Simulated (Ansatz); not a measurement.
**Pt8Se15: nudged elastic band (part 4 of 4)**

Pt8Se15 (defect cell, 23 atoms in the cell); DFT with PBE, PAW plane waves, no spin polarisation (Ansatz 0.2.0); cutoff 420 eV, 2×2×2 k-mesh, cold smearing of 0.15 eV. The structure derives from an entry of the Crystallography Open Database.

Geometry of the input (Å; fractional positions):
```
7.5302  -0.0000  0.0000
-3.7651  6.5213  0.0000
0.0000  0.0000  10.1632
Se 0.1646  0.3295  0.1251
Se 0.3311  0.1675  0.3717
Pt 0.0011  -0.0041  -0.0018
Se 0.3293  0.1688  0.8717
Pt -0.0007  -0.0008  0.5006
Se 0.1690  0.8319  0.1268
Se 0.3331  0.6639  0.3738
Pt -0.0044  0.4976  0.0024
Se 0.1633  0.8289  0.6314
Se 0.3315  0.6655  0.8713
Pt -0.0032  0.4999  0.4994
Se 0.6737  0.3401  0.1247
Se 0.8336  0.1640  0.3747
Pt 0.4971  0.0017  0.0020
Se 0.6651  0.3328  0.6265
Se 0.8345  0.1684  0.8735
Pt 0.5060  -0.0002  0.4954
Se 0.6680  0.8359  0.1311
Se 0.8321  0.6671  0.3737
Pt 0.5030  0.5059  0.0021
Se 0.6679  0.8338  0.6273
Se 0.8389  0.6680  0.8732
Pt 0.4999  0.4977  0.5030
```

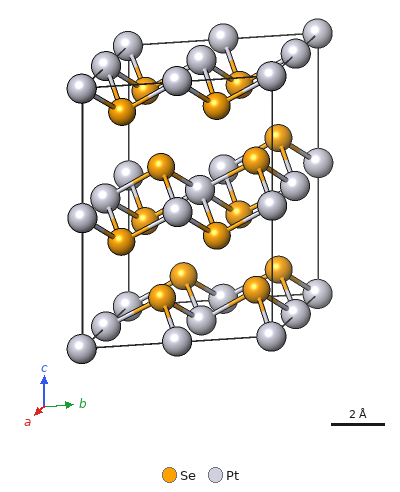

Fig. 1: The input geometry (ball-and-stick view of the cell of the calculation, seen slightly off an axis).

The last band as extended XYZ, continued:
```
23
Lattice="7.5302 -0.0000 0.0000 -3.7651 6.5213 0.0000 0.0000 0.0000 10.1632" Properties=species:S:1:pos:R:3:forces:R:3 image=5 energy=-182227.51818
Se    0.0021    2.1370    1.1858    0.0000   0.0375   0.0722
Se    1.8634    1.1552    3.8749    0.0231   0.0049  -0.0191
Pt    0.0021   -0.0721   -0.0582    0.0000   0.0365   0.0410
Se    1.9123    1.0206    8.8455   -0.0104   0.0467   0.0432
Pt    0.0021    0.0713    5.1310    0.0000   0.1317   0.1553
Se   -1.8481    5.3551    1.2005    0.0129   0.0400   0.0480
Se    0.0021    4.3910    3.8715    0.0000   0.0403  -0.0530
Pt   -1.8783    3.1951   -0.0409   -0.0012   0.0350   0.0850
Se   -1.9163    5.5144    6.4195    0.0214  -0.0148   0.0494
Se    0.0021    2.5705    6.6963   -0.0001  -0.7397  -0.6522
Pt   -1.8768    3.3230    5.1725   -0.0302   0.0169  -0.0776
Se    3.7671    2.2391    1.3205    0.0001  -0.0712  -0.0034
Se    5.6709    1.1552    3.8749   -0.0231   0.0050  -0.0191
Pt    3.7672   -0.0519    0.0022    0.0000   0.0010  -0.0067
Se    3.7672    2.2102    6.4347    0.0000   0.0335  -0.0144
Se    5.6220    1.0206    8.8455    0.0104   0.0467   0.0432
Pt    3.7672    0.0563    5.1366    0.0000  -0.0027   0.0184
Se    1.8523    5.3550    1.2005   -0.0128   0.0400   0.0480
Se    3.7672    4.2539    3.7743    0.0000   0.2548   0.1197
Pt    1.8825    3.1951   -0.0409    0.0011   0.0351   0.0850
Se    1.9205    5.5144    6.4196   -0.0214  -0.0149   0.0494
Se    3.7672    4.2767    8.8083    0.0000   0.0207   0.0652
Pt    1.8810    3.3230    5.1725    0.0302   0.0169  -0.0776
23
Lattice="7.5302 -0.0000 0.0000 -3.7651 6.5213 0.0000 0.0000 0.0000 10.1632" Properties=species:S:1:pos:R:3:forces:R:3 image=6 energy=-182227.90892
Se    0.0020    2.2073    1.2370    0.0000  -0.0004  -0.0001
Se    1.8956    1.0918    3.8074    0.0002   0.0003  -0.0010
Pt    0.0020   -0.0005   -0.0171    0.0002   0.0001   0.0019
Se    1.8914    1.0903    8.8618    0.0013   0.0006   0.0001
Pt    0.0027   -0.0011    5.0967   -0.0001  -0.0003   0.0000
Se   -1.8511    5.4170    1.2370   -0.0001  -0.0003   0.0001
Se    0.0025    4.3465    3.8154    0.0002   0.0000  -0.0003
Pt   -1.8709    3.2657    0.0049   -0.0031  -0.0023  -0.0008
Se   -1.8803    5.4334    6.4067    0.0011   0.0000   0.0002
Se    0.0025    2.1723    6.4067    0.0002   0.0013  -0.0001
Pt   -1.8799    3.2596    5.1051    0.0003   0.0005  -0.0003
Se    3.7673    2.1732    1.2775   -0.0005   0.0000   0.0034
Se    5.6398    1.0918    3.8074   -0.0006   0.0004  -0.0007
Pt    3.7671   -0.0117    0.0049    0.0002   0.0045  -0.0005
Se    3.7676    2.1727    6.3900   -0.0001   0.0000   0.0011
Se    5.6428    1.0903    8.8618   -0.0011   0.0006   0.0001
Pt    3.7677   -0.0013    5.1051    0.0000  -0.0006  -0.0005
Se    1.8551    5.4169    1.2370    0.0003  -0.0002  -0.0002
Se    3.7676    4.3343    3.8074   -0.0001  -0.0001  -0.0012
Pt    1.8749    3.2657    0.0050    0.0037  -0.0023  -0.0009
Se    1.8856    5.4336    6.4067   -0.0019  -0.0008   0.0003
Se    3.7671    4.3391    8.8619    0.0002  -0.0016  -0.0001
Pt    1.8849    3.2596    5.1051   -0.0004   0.0005  -0.0006
```
